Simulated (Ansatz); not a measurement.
A series of calculations on C

**1. Relaxation**

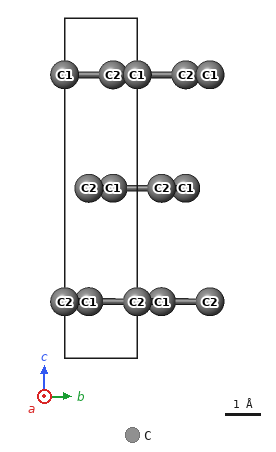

A crystal of C (set up in R-3m), before the relaxation. Style: ball-and-stick. Shown: the conventional cell (3 times the calculation's cell), repeated 1 × 2 × 1 with one cell outlined, along the a axis. Lengths and directions refer to the drawn axes.

Case: volume × 0.97, shape and atoms relaxed.

Computed with DFT LDA, scalar-relativistic, plane waves, PAW in Ansatz 0.2.0.

The input:
```yaml
crystal:
  lattice:
    - [1.2101633046, 0.6986881097, 3.2726026091]
    - [-1.2101633046, 0.6986881097, 3.2726026091]
    - [0.0, -1.3973762194, 3.2726026091]
  atoms:
    - { symbol: C, position: [0.8334288271, 0.8334288271, 0.8334288271] }
    - { symbol: C, position: [0.1665711729, 0.1665711729, 0.1665711729] }
basis:
  ecutwfc: 420
kpoints:
  mp_grid: { grid: [12, 12, 12] }
hamiltonian:
  xc: lda
scf:
  occupations: { method: gaussian, width: 0.02 }
output:
  forces: true
  stress: true
  eigenvalues: true
  write_density: true
  write_potential: true
  elf: true
  volumetric_format: npy
relax:
  adjacent_minimum: "off"
  f_tol: 0.01
  max_steps: 30
  cell: { stress_tol: 0.1, fix: [volume] }
```

Launched with:
```bash
ansatz run input.yaml --threads 1 --pin off --max-ram 2560MiB --backend cpu --events-out ev --progress --plain --runs-dir out
```

What does the optimiser find from here?

The energy falls by 6.6 meV per atom in 3 accepted moves (5 points after the start). The largest force component goes from 0.0016 to 0.00023 eV/Å. The pressure goes from 9.45 to 1.11 GPa. At 2 points the geometry stayed and the basis and grid were re-selected for the new cell (energy shift of 0.1 meV per atom at most each time). The atoms keep their places relative to the cell (all moves are under 0.005 Å). The drawn cell changes at constant volume: a = b 2.420 → 2.443 Å (+0.9 %), c 9.818 → 9.638 Å (−1.8 %). Some distances before and after: C1–C2 1.397 → 1.410 Å. The space group stays R-3m (No. 166). The run took 31 s on 1 thread of AMD EPYC (Zen 3), on a shared host, peak memory 0.33 GiB.

Step by step:

```
step  E − E(0), meV/atom  largest force component, eV/Å  pressure, GPa                      note
   0                0.00                         0.0016           9.45                          
   1               -5.99                         0.0066           3.69                          
   2               -6.62                         0.0009           1.26                          
   3               -6.57                         0.0010           1.25  same geometry, new basis
   4               -6.57                         0.0003           1.11                          
   5               -6.58                         0.0002           1.11  same geometry, new basis
```

After the run, drawn alike:

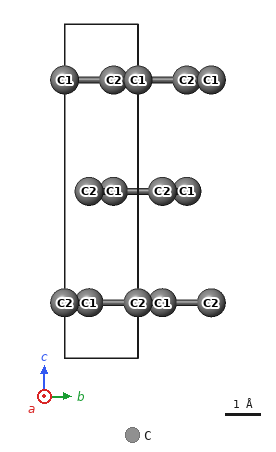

Limits of the set-up: layers or molecules are held without a dispersion correction, so their spacing is unreliable.

**2. Relaxation**

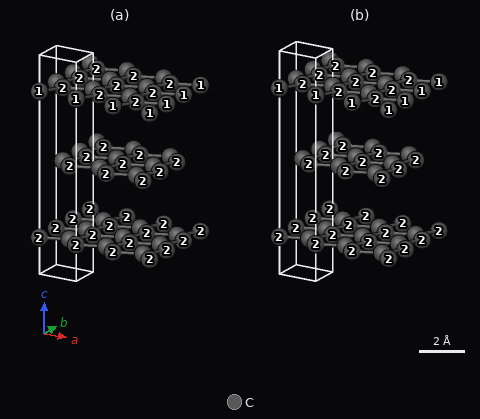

The structure of a crystal of C (set up in R-3m) before (left) and after (right) a relaxation, at one scale.

The picture is a ball-and-stick view of the conventional cell (3 times the calculation's cell), repeated 3 × 3 × 1 with one cell outlined, seen slightly off an axis. Lengths and directions refer to the drawn axes.

Case: volume × 1.03, shape and atoms relaxed.

Level of theory: DFT LDA, scalar-relativistic, plane waves, PAW in Ansatz. Set-up: plane-wave cutoff 420 eV; k-point mesh 12 × 12 × 12; occupations gaussian; smearing width 0.02 eV; no spin polarisation; cell relaxed at fixed volume; force threshold 0.01 eV/Å; at most 30 steps.

Q: Describe what moved and what it gained.

A: The atoms keep their places relative to the cell (all moves are under 0.005 Å). The drawn cell changes at constant volume: a = b 2.469 → 2.447 Å (−0.9 %), c 10.016 → 10.202 Å (+1.9 %). Some distances before and after: C1–C2 1.426 → 1.413 Å. The space group stays R-3m (No. 166). After 3 accepted moves (5 points after the start) the energy has fallen by 12.3 meV per cell of the calculation. Largest force component: 0.0018 eV/Å at the start, 0.00072 eV/Å at the end. The pressure goes from −8.27 to −0.76 GPa. The SCF was repeated twice at an unchanged geometry on a basis and grid sized afresh for the cell, which shifted the energy by 0.6 meV per cell of the calculation at most.

Limits of the set-up: layers or molecules are held without a dispersion correction, so their spacing is unreliable.

**3. Scan**

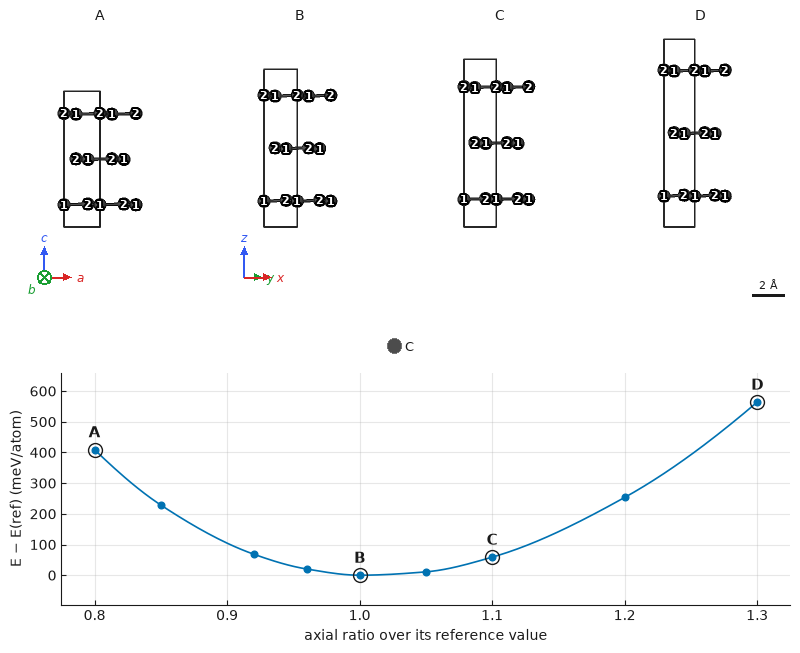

Energy scan for solid C (R-3m), in which the ratio of the cell's length along z to its lengths across, counted as 1 for the reference, is changed at fixed volume (a c/a path), with the atoms kept at their fractional coordinates. x, y and z are the Cartesian axes of the input. The lettered frames are marked on the plot. The picture is a ball-and-stick view of the conventional cell (3 times the calculation's cell), repeated 2 × 2 × 1 with one cell outlined, seen along the b axis. Lengths and directions refer to the drawn axes.

All numbers below come from Ansatz 0.2.0, DFT LDA, scalar-relativistic, plane waves, PAW. (plane-wave cutoff 420 eV; k-point mesh 12 × 12 × 12; occupations gaussian; smearing width 0.05 eV; no spin polarisation). Energies (free energies at the smearing named) are counted from the cell as listed in its source, which wasn't relaxed.

Describe the profile.

Answer. The lowest computed point lies at the relative ratio 1.00 (0 meV/atom). The end points stand at 409 meV/atom (0.80) and 564 meV/atom (1.30). The unrelaxed reference is under a pressure of −4.1 GPa. The distortion keeps the space group R-3m. At the relative ratio 1.30 the cell of the drawing goes a 2.456 → 2.250 Å, b 2.456 → 2.250 Å, c 10.041 → 11.960 Å.

Limits of the set-up: layers or molecules are held without a dispersion correction, so their spacing is unreliable.
